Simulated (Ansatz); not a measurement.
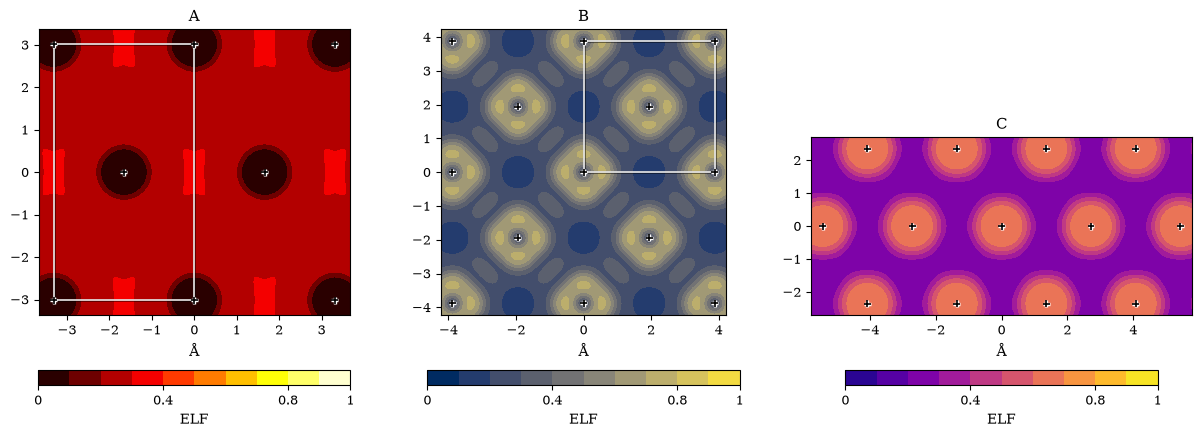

The electron localisation function of 3 systems, each on a plane through atoms (crosses mark nuclei in the plane).

Computed with Kohn-Sham DFT of a periodic cell, PBE0, Ansatz PAW (Ansatz).

System 1: Ir, the (100) plane of the conventional cell. Space group Fm-3m; computed pressure about −14 GPa in this cell.

```
CELL_PARAMETERS angstrom
3.88162 0.00000 0.00000
0.00000 3.88162 0.00000
0.00000 0.00000 3.88162
ATOMIC_POSITIONS crystal
Ir 0.00000 0.00000 0.00000
Ir 0.50000 0.50000 0.00000
Ir 0.50000 0.00000 0.50000
Ir 0.00000 0.50000 0.50000
```

System 2: Pt, the (111) plane of the conventional cell. Space group Fm-3m; computed pressure about 21 GPa in this cell.

```
CELL_PARAMETERS angstrom
3.84174 0.00000 0.00000
0.00000 3.84174 0.00000
0.00000 0.00000 3.84174
ATOMIC_POSITIONS crystal
Pt 0.00000 0.00000 0.00000
Pt 0.50000 0.50000 0.00000
Pt 0.50000 0.00000 0.50000
Pt 0.00000 0.50000 0.50000
```

System 3: In, the (101̄) plane of the conventional cell. Space group I4/mmm.

Question: Match each panel to its system.

Answer: Panel A is system 3, In: the plane holds In. In–In (3.31 Å): the ELF is about 0.30 at the midpoint: no localised pair shows between them. Panel B is system 1, Ir: the plane holds Ir. Ir–Ir (2.74 Å): the ELF is about 0.35 at the midpoint. Panel C is system 2, Pt: the plane holds Pt. Pt–Pt (2.72 Å): the ELF is about 0.30 at the midpoint; no localised pair shows between them.
